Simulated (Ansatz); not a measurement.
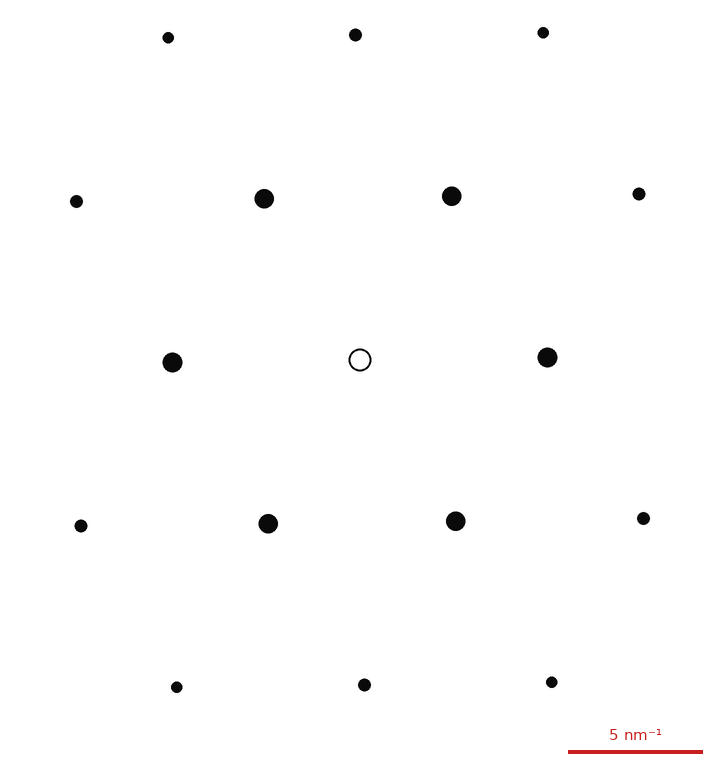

Kinematic zone-axis pattern, calculated for 100 keV electrons with B = 0.3 Å².

Question: Describe the geometry of this pattern.

Answer: The spots form a hexagonal net with both shortest vectors at d = 1.42 Å, 60.0° apart.

Question: What is the point symmetry of the pattern, intensities included?

Answer: 6mm. A zero-layer kinematic pattern is always centrosymmetric (Friedel's law). Such a pattern arises along the three- or sixfold axis of a trigonal, hexagonal or cubic crystal.

Question: Which crystal and zone produced it?

Answer: This cannot be fixed from one zone alone; the pattern is [111] of Mo, space group Fm-3m (No. 225), a = 4.022 Å. The net vectors are -2 2 0 and -2 0 2. Structure: the end point of a relaxation with Ansatz 0.2.0, DFT, RPBE, plane waves (420 eV) with PAW, scalar-relativistic; the starting structure was generated, so it need not be a known form of this composition.
